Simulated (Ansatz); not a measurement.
# Run report: W14Se27 (charge +1), geometry relaxation (part 2 of 4)

Continued. System: W14Se27 (defect cell, 41 atoms in the cell, total charge +1). Method: DFT PBE, scalar-relativistic, plane waves, PAW, spin-polarised (Ansatz 0.2.0); cutoff 420 eV, 2×2×2 k-mesh, Gaussian smearing of 0.01 eV, collinear spins. The structure derives from a Materials Project entry. It belongs to a series of runs on one base structure; here: Se vacancy (site f), charge +1, atoms relaxed at the host's cell.

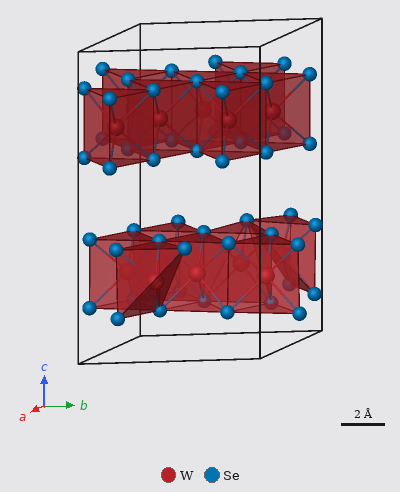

Figure 1. The geometry at step 3 of the log (polyhedral view of the cell of the calculation, seen slightly off an axis; polyhedra are completed across the faces of the cell).

**What the program printed, continued**
```
SCF iter   1: F=—  HF=-293082.916958 eV  |F-HF|=—  |Δ(HF+E_count)|=         —  Δρ=4.52e-4 (↑4.52e-4 ↓3.84e-4)  dr2=1.76e-2  dr2_m=1.36e-4  M=-0.241 μB ∫|m|=0.260 μB  β_m=0.65  ethr=4.09e-5  ⟨swp⟩=3.0  Hψ=4606  notcnv=0  defer=456
preconditioner: auto → none  [metal: Δε(μ)=0.009 eV  Ē_g=8.381 eV  σ=0.010 eV  W_gap=0.42  n_scr=148 (ndim 8)  ℏωp=18.3 eV  f_vac=0.210  D(μ)=33.11/eV (n_scr^D=244)]
SCF iter   2: F=—  HF=-293083.018030 eV  |F-HF|=—  |Δ(HF+E_count)|=   1.01e-1  Δρ=2.25e-3 (↑2.25e-3 ↓1.31e-3)  dr2=1.33e0  dr2_m=3.95e-3  M=-0.411 μB ∫|m|=0.455 μB  β_m=0.30  ethr=2.81e-6  ⟨swp⟩=3.0  Hψ=4622  notcnv=0  defer=442
preconditioner: auto → Resta (q_TF=auto, 2.522 Å⁻¹)  ε∞=5.8  [insulator: Δε(μ)=0.013 eV  Ē_g=8.376 eV  σ=0.010 eV  W_gap=0.54  n_scr=288 (ndim 8)  ℏωp=18.3 eV  f_vac=0.210  D(μ)=53.30/eV (n_scr^D=536)  ε∞_Penn≈5.8]
spin=Collinear: Resta preconditioning applied to the charge; magnetization (m = ρ↑ − ρ↓) channel mixes plain (no charge-response kernel on spin).
SCF iter   3: F=—  HF=-293082.916889 eV  |F-HF|=—  |Δ(HF+E_count)|=   1.01e-1  Δρ=2.57e-4 (↑2.57e-4 ↓2.48e-4)  dr2=2.35e-3  dr2_m=2.53e-5  M=-0.233 μB ∫|m|=0.249 μB  β_m=0.61  ethr=2.81e-6  ⟨swp⟩=2.9  Hψ=4279  notcnv=0  defer=442
SCF iter   4: F=—  HF=-293082.917015 eV  |F-HF|=—  |Δ(HF+E_count)|=   1.26e-4  Δρ=1.77e-4 (↑1.77e-4 ↓9.36e-5)  dr2=3.68e-3  dr2_m=6.39e-5  M=-0.233 μB ∫|m|=0.249 μB  β_m=0.58  ethr=3.75e-7  ⟨swp⟩=2.0  Hψ=3882  notcnv=0  defer=439
SCF iter   5: F=—  HF=-293082.916899 eV  |F-HF|=—  |Δ(HF+E_count)|=   1.17e-4  Δρ=7.96e-5 (↑7.96e-5 ↓6.26e-5)  dr2=5.87e-4  dr2_m=7.85e-6  M=-0.230 μB ∫|m|=0.245 μB  β_m=0.50  ethr=3.75e-7  ⟨swp⟩=1.5  Hψ=3022  notcnv=0  defer=439
SCF iter   6: F=—  HF=-293082.916860 eV  |F-HF|=—  |Δ(HF+E_count)|=   3.86e-5  Δρ=4.19e-5 (↑4.19e-5 ↓2.37e-5)  dr2=1.28e-4  dr2_m=4.52e-6  M=-0.230 μB ∫|m|=0.246 μB  β_m=0.68  ethr=9.36e-8  ⟨swp⟩=2.0  Hψ=3277  notcnv=0  defer=439
SCF iter   7: F=—  HF=-293082.916855 eV  |F-HF|=—  |Δ(HF+E_count)|=   4.88e-6  Δρ=1.62e-5 (↑1.62e-5 ↓8.11e-6)  dr2=5.18e-5  dr2_m=3.60e-7  M=-0.231 μB ∫|m|=0.246 μB  β_m=0.62  ethr=2.05e-8  ⟨swp⟩=2.0  Hψ=3762  notcnv=0  defer=439
SCF iter   8: F=—  HF=-293082.916854 eV  |F-HF|=—  |Δ(HF+E_count)|=   1.64e-6  Δρ=4.30e-6 (↑3.96e-6 ↓4.30e-6)  dr2=2.30e-6  dr2_m=1.38e-8  M=-0.232 μB ∫|m|=0.247 μB  β_m=0.68  ethr=8.26e-9  ⟨swp⟩=1.0  Hψ=3016  notcnv=0  defer=439
SCF iter   9: F=—  HF=-293082.916855 eV  |F-HF|=—  |Δ(HF+E_count)|=   1.16e-6  Δρ=3.32e-6 (↑3.32e-6 ↓2.95e-6)  dr2=1.79e-6  dr2_m=9.64e-9  M=-0.232 μB ∫|m|=0.247 μB  β_m=0.77  ethr=3.67e-10  ⟨swp⟩=2.0  Hψ=3751  notcnv=0  defer=439
SCF iter  10: F=—  HF=-293082.916855 eV  |F-HF|=—  |Δ(HF+E_count)|=   6.92e-7  Δρ=3.54e-6 (↑3.54e-6 ↓3.39e-6)  dr2=1.85e-6  dr2_m=1.39e-9  M=-0.232 μB ∫|m|=0.248 μB  β_m=0.63  ethr=2.85e-10  ⟨swp⟩=2.0  Hψ=3824  notcnv=0  defer=439
SCF iter  11: F=—  HF=-293082.916855 eV  |F-HF|=—  |Δ(HF+E_count)|=   3.38e-9  Δρ=2.80e-6 (↑2.80e-6 ↓1.55e-6)  dr2=1.40e-6  dr2_m=7.62e-9  M=-0.232 μB ∫|m|=0.248 μB  β_m=0.52  ethr=2.85e-10  ⟨swp⟩=2.0  Hψ=3657  notcnv=0  defer=439
SCF iter  12: F=—  HF=-293082.916855 eV  |F-HF|=—  |Δ(HF+E_count)|=   8.57e-8  Δρ=7.91e-7 (↑7.91e-7 ↓5.83e-7)  dr2=9.53e-8  dr2_m=6.14e-10  M=-0.232 μB ∫|m|=0.248 μB  β_m=0.56  ethr=2.24e-10  ⟨swp⟩=2.0  Hψ=3082  notcnv=0  defer=439
SCF iter  13: F=—  HF=-293082.916855 eV  |F-HF|=—  |Δ(HF+E_count)|=   2.30e-8  Δρ=6.49e-7 (↑6.49e-7 ↓4.40e-7)  dr2=6.02e-8  dr2_m=5.90e-10  M=-0.232 μB ∫|m|=0.248 μB  β_m=0.78  ethr=1.52e-11  ⟨swp⟩=2.0  Hψ=3428  notcnv=0  defer=439
SCF iter  14: F=—  HF=-293082.916855 eV  |F-HF|=—  |Δ(HF+E_count)|=   6.23e-8  Δρ=1.03e-6 (↑1.03e-6 ↓8.41e-7)  dr2=1.86e-7  dr2_m=7.25e-10  M=-0.232 μB ∫|m|=0.248 μB  β_m=0.69  ethr=9.61e-12  ⟨swp⟩=2.0  Hψ=4250  notcnv=0  defer=439
SCF iter  15: F=-293082.916855 eV  HF=-293082.916855 eV  |F-HF|=2.30e-8  |Δ(HF+E_count)|=   9.08e-9  Δρ=4.02e-7 (↑4.02e-7 ↓3.84e-7)  dr2=2.53e-8  dr2_m=8.26e-12  M=-0.232 μB ∫|m|=0.248 μB  ethr=9.61e-12  ⟨swp⟩=12.0  Hψ=20769  notcnv=0
SCF 3 converged in 15 iterations: F = -293082.916855 eV  dr2 = 2.53e-8
relax step   3: F+E_penalty+E_count = -293082.91685532 eV  Δ(F+E_penalty+E_count) = -4.330e-3 eV  max|allowed force component| = 1.937e-2 eV/Å  Δτ_max = 0.0091 Å  (15 SCF iters, accepted)
```

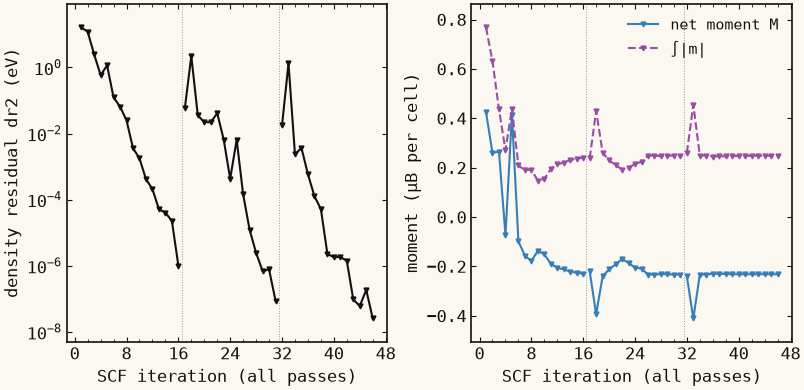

Figure 2. Convergence of the self-consistent field: density residual dr2 and magnetic moment against the SCF iteration. The dotted lines part the SCF passes of the relaxation: geometry steps, rejected trials and re-solves on a re-selected basis. The passes take 16, 15 and 15 iterations. The net moment goes from 0.4 to −0.2 μB per cell.

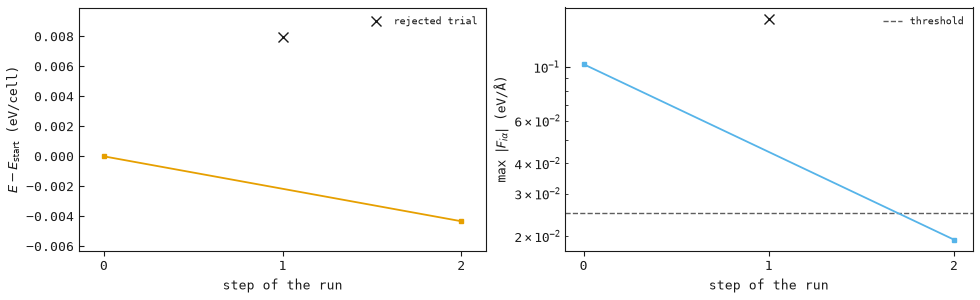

Figure 3. Progress of the relaxation, step by step (the first geometry is step 0 here and step 1 in the log). After 2 geometry steps the energy has fallen by 4.3 meV per cell of the calculation. The largest force component goes from 0.1 to 0.019 eV/Å. The line search rejected the trial step at point 1 (counted from 0) and went back. The largest moves, 0.009 Å, are those of W7, Se27, Se30, Se33 and Se34. Largest moves by element: Se 0.009 Å, W 0.009 Å. The lattice vectors keep their values. Among the contacts that change: W1–Se20 2.557 → 2.552 Å, W2–Se17 2.536 → 2.531 Å. (Atoms are counted from 1 in the order of the input.)

```
SCF converged after 15 iterations
Magnetization: -0.2324 μB (313.3838 up, 313.6162 down)
Absolute magnetization: 0.2473 μB (∫|ρ↑−ρ↓|, with the PAW one-centre terms)
Spin contamination: 0.0001 ħ² per cell (⟨S²⟩ above its minimum at these occupations)
Per-site moments (μB) at R_I (Å): [(-0.0036289480828080095, 1.0406585701328483), (-0.004825261774713807, 1.0439278298220396), (-0.004825261774713797, 1.0439278298220398), (-0.003628948082808015, 1.0406585701328488), (-0.004825261774713355, 1.0439278298220398), (-0.0036289480828080108, 1.0406585701328486), (-0.014588317570749701, 1.0538906948728137), (-0.009316988778452589, 1.0504217695048446), (-0.010073285370633959, 1.050430012272293), (-0.013497904901527092, 1.0498378871671261), (-0.010073285370633752, 1.0504300122722934), (-0.010073285370633369, 1.0504300122722927), (-0.013497904901526999, 1.0498378871671263), (-0.013497904901526936, 1.0498378871671263), (-0.001205261925925854, 1.0439278298220398), (-0.00048745538152005055, 1.0468005779508096), (-0.001205261925926074, 1.0439278298220396), (-0.0012052619259255936, 1.0439278298220398), (-0.0004874553815197127, 1.04680057795081), (-0.00048745538152000724, 1.0468005779508094), (-0.0014801444748803012, 1.0498726605446038), (-0.001052621830013282, 1.0502553969238386), (-0.001052621830013191, 1.0502553969238384), (-0.00148014447488041, 1.0498726605446034), (-0.0010526218300129268, 1.0502553969238382), (-0.0014801444748803344, 1.0498726605446038), (-0.0003295587966218025, 1.0508149787860561), (-0.0013931004482511042, 1.0406585701328483), (-9.72001834578877e-5, 1.048380070141499), (-2.169356501548977e-5, 1.047378294592813), (-9.720018345815986e-5, 1.048380070141499), (-9.720018345755494e-5, 1.0483800701414991), (-2.1693565015377672e-5, 1.0473782945928143), (-2.16935650155064e-5, 1.047378294592814), (-0.0015424547092641964, 1.0498378871671263), (-0.0010757169260736212, 1.0503391823391173), (-0.0010757169260734061, 1.0503391823391175), (-0.0015424547092643503, 1.0498378871671261), (-0.0010757169260733426, 1.0503391823391175), (-0.0015424547092639785, 1.0498378871671263), (-0.00031353630819928716, 1.0508747711273148)]
Free energy (F): -293082.916855 eV
Harris-Foulkes:  -293082.916855 eV  (|F-HF|=2.30e-8)
Internal energy: -293082.915409 eV  (E = F + TS)
E sigma→0 (E₀):  -293082.916132 eV
Entropy (-TS):   -0.001447 eV (-0.035 meV/atom)
Fermi energy:    9.333961 eV
--- Per-component energies (eV) ---
  E_band       = -13384.931882
  E_kinetic    = 9480.021433
  E_local      = -103269.068851  (includes V_loc(G=0)·N_el)
  E_nonlocal   = -16061.480719
  E_hartree    = 49149.244295
  E_xc         = -6538.232045
  E_vxc        = -5977.932800  (∫ρ·V_xc dr)
  E_paw        = -171487.980450  (= ΣΔE_a)
  E_vpaw       = 4145.060978  (= ΣTr[D̂ρ^β])
  E_aug_tail   = -0.016863  (compensation charges beyond the density's cutoff)
  E_ewald      = -54355.402211
  E_smearing   = -0.001447  (= −TS)
  E_closure    = -0.000000  (closes the sum)
  E_deformation_potential = 15.679886  (in the stress; not in F)
  Σ components = -293082.916855   (vs F -293082.916855, Δ=0.00e0)
--- Forces (eV/Å), atoms counted from 1 ---
  atom   1  W      0.00254202    -0.00443112     0.00355394
  atom   2  W      0.00444772     0.00133077     0.00133149
  atom   3  W     -0.00107138    -0.00451722     0.00133149
  atom   4  W      0.00256645     0.00441701     0.00355394
  atom   5  W     -0.00337634     0.00318646     0.00133149
  atom   6  W     -0.00510847     0.00001411     0.00355394
  atom   7  W     -0.00000000     0.00000000     0.00441038
  atom   8  W      0.00000000    -0.00000000    -0.00019691
  atom   9  W      0.00085095    -0.00028263    -0.00054211
  atom  10  W     -0.00225044    -0.01937000    -0.00063014
  atom  11  W     -0.00018071     0.00087826    -0.00054211
  atom  12  W     -0.00067024    -0.00059563    -0.00054211
  atom  13  W      0.01790013     0.00773606    -0.00063014
  atom  14  W     -0.01564969     0.01163393    -0.00063014
  atom  15  Se    -0.00107073     0.00249330    -0.00018416
  atom  16  Se    -0.00210807     0.00033784    -0.00115002
  atom  17  Se    -0.00162389    -0.00217393    -0.00018416
  atom  18  Se     0.00269463    -0.00031936    -0.00018416
  atom  19  Se     0.00076146    -0.00199456    -0.00115002
  atom  20  Se     0.00134662     0.00165672    -0.00115002
  atom  21  Se     0.00048642    -0.00172950     0.00044387
  atom  22  Se    -0.00145953    -0.00087602     0.00148172
  atom  23  Se    -0.00002889     0.00170200     0.00148172
  atom  24  Se     0.00125458     0.00128600     0.00044387
  atom  25  Se     0.00148842    -0.00082598     0.00148172
  atom  26  Se    -0.00174100     0.00044350     0.00044387
  atom  27  Se     0.00000000    -0.00000000     0.00118001
  atom  28  Se    -0.00000000     0.00000000    -0.00381901
  atom  29  Se    -0.00197195     0.00339106    -0.00015581
  atom  30  Se    -0.00247307    -0.00254917    -0.00201749
  atom  31  Se    -0.00195078    -0.00340329    -0.00015581
  atom  32  Se     0.00392272     0.00001222    -0.00015581
  atom  33  Se     0.00344418    -0.00086715    -0.00201749
  atom  34  Se    -0.00097111     0.00341632    -0.00201749
  atom  35  Se     0.00043837    -0.00171336    -0.00069925
  atom  36  Se    -0.00148733    -0.00082835    -0.00159477
  atom  37  Se     0.00002629     0.00170225    -0.00159477
  atom  38  Se     0.00126463     0.00123632    -0.00069925
  atom  39  Se     0.00146104    -0.00087389    -0.00159477
  atom  40  Se    -0.00170300     0.00047704    -0.00069925
  atom  41  Se     0.00000000    -0.00000000    -0.00104672
  max |Σ_I F_I| component: 3.96e-5 eV/Å
--- Charged-cell corrections in eV (Makov–Payne, q = +1.000 e, ε = [13.458, 13.458, 4.047]) ---
  F (periodic)     = -293082.916855  (uncorrected; the corrections below are reported, never added to it)
  E_corr1          = +0.048614  (monopole, q²α_M/2ε̄L, of the cell on which ε is isotropic)
  F Makov-Payne    = -293082.868242  (F + E_corr1; no measured alignment; for a localised charge, not one spread in a band: unchecked)
  no potential alignment in this run, which stands beside a crystal: run the host's input off ansatz write-host-input, and read the two finished runs by ansatz place-levels (neither reads a slab, a wire or a sheet, whose cell leaves a vacuum)
--- Band table (eV; the first three rows and the last of 8) ---
  k-point 0 ↑: bands = ["-64.5125", "-64.5088", "-64.5088", "-64.4977", "-64.4904", "-64.4904", "-64.4625", "-64.4348", "-64.4288", "-64.4288", ... 167 levels left out ..., "-28.6609", "-28.6597", "-28.6596", "-28.6596", "-28.6464", "-28.6421", "-28.6421", "-28.6410", "-28.6410", "-28.6404", "-28.5897", "-28.5897", "-28.5822", "-28.5822", "-5.0745", "-4.9999", "-3.8443", "-3.7766", "-3.6022", "-3.6022", "-3.5436", "-3.5436", "-3.5078", "-3.4911", "-3.4888", "-3.4888", "-3.4885", "-3.4885", "-3.4864",
      "-3.2656", "-3.1455", "-3.1455", "-3.0652", "-3.0652", "-3.0593", "-3.0553", "-3.0553", "-3.0519", "-3.0384", "-3.0384", "-2.9833", "3.4073", "3.6506", "3.9664", "4.1553", "4.1606", "4.1606", "4.1840", "4.1840", "4.1851", "4.1944", "4.2002", "4.2002", "4.4095", "4.4095", "4.9602", "5.0957", "5.0957", "5.0980", "5.1121", "5.1121", "5.1154", "5.1254", "5.1254", "5.1397", "5.2758", "5.2758", "5.2936", "5.2936",
      "5.3128", "5.3849", "5.4281", "5.4281", "5.4534", "5.4534", "5.4621", "5.6587", "5.6587", "5.8762", "6.3181", "6.3181", "6.3360", "6.3690", "6.3690", "6.3847", "6.4399", "6.4399", "6.4596", "6.5583", "6.7401", "6.7401", "7.1245", "7.1714", "7.1714", "7.1828", "7.2585", "7.2585", "7.2996", "7.2996", "7.3013", "7.3039", "7.3075", "7.3075", "7.3676", "7.3676", "7.4424", "7.7318", "7.7318", "7.8307",
      "7.8307", "7.8506", "7.8822", "7.8985", "7.8985", "7.9099", "7.9148", "7.9148", "8.0621", "8.1379", "8.1379", "8.3618", "8.3618", "8.6580", "8.6580", "8.6591", "8.7557", "8.8991", "8.8991", "8.9066", "8.9211", "8.9224", "8.9224", "8.9815", "8.9815", "9.0019", "9.2271", "9.5708", "10.8300", "10.8300", "11.3544", "11.3544", "11.3806", "11.4572", "11.4572", "11.4759", "11.6279", "11.7044", "11.7044", "11.7631",
      "11.7631", "11.8952", "11.9983", "12.1044", "12.1044", "12.1413", "12.1413", "12.1479", "12.1553", "12.1605", "12.1605", "12.2609", "12.2851", "12.2851", "12.3946", "12.4173", "12.4173", "12.4739", "12.4739", "12.5106", "12.5106", "12.5792", "12.5792", "12.6101", "12.6846", "12.6846", "12.7530", "12.7681", "12.7681", "12.8595", "12.8595", "13.0999", "13.4275", "13.4275", "13.7358", "13.7358", "13.7792", "13.8105", "13.9051", "13.9688",
      "13.9688", "14.0690", "14.0690", "14.1014", "14.5761", "15.0542", "15.4961", "15.4961", "15.4982", "15.7581", "15.7581"]
```
